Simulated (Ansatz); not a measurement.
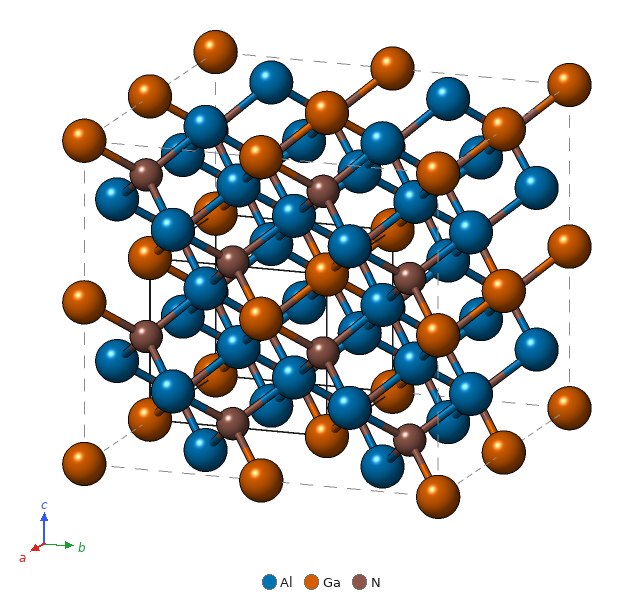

This ball-and-stick model is shown from a general direction. A block of 2×2×2 cells is shown, with one simulation cell in solid outline.

Input used:
```yaml
crystal:
  lattice:
    - [4.583274634, 0.0, 0.0]
    - [0.0, 4.583274634, 0.0]
    - [0.0, 0.0, 4.0544352532]
  atoms:
    - { symbol: Al, position: [0.5, 0.5, 0.0] }
    - { symbol: Al, position: [0.5, 0.0, 0.5] }
    - { symbol: Al, position: [0.0, 0.5, 0.5] }
    - { symbol: Ga, position: [0.0, 0.0, 0.0] }
    - { symbol: "N", position: [0.7447077174, 0.7447077174, 0.2552922826] }
    - { symbol: "N", position: [0.7447077174, 0.2552922826, 0.7447077174] }
    - { symbol: "N", position: [0.2552922826, 0.7447077174, 0.7447077174] }
    - { symbol: "N", position: [0.2552922826, 0.2552922826, 0.2552922826] }
basis:
  ecutwfc: 420
kpoints:
  mp_grid: { grid: [6, 6, 6] }
hamiltonian:
  xc: pbesol
scf:
  occupations: { method: gaussian, width: 0.05 }
output:
  forces: true
  stress: true
  eigenvalues: true
```
Run as:
```sh
ansatz run input.yaml --threads 2 --pin off --max-ram 5120MiB --backend cpu --events-out ev --progress --plain --runs-dir out
```

Theory: DFT PBEsol, scalar-relativistic, plane waves, PAW (Ansatz 0.2.0). Numerical settings: wavefunction cutoff 420 eV, Brillouin-zone sampling on a 6×6×6 mesh, Gaussian smearing of 0.05 eV, no spin polarisation.

### What is the band gap, if any?

A semiconductor at this level, with a gap of 2.77 eV on the k-mesh (the true edges may lie between mesh points, so the gap can be somewhat smaller).

### Would the cell expand or shrink if it could?

The computed pressure is -0.2 GPa (stretched: it would shrink). The stress isn't hydrostatic: its largest component is 7.0 GPa.

Starting structure: a structure listed in the Materials Project. The cell was then strained or its atoms displaced on purpose. It was run through Ansatz as a DFT input.
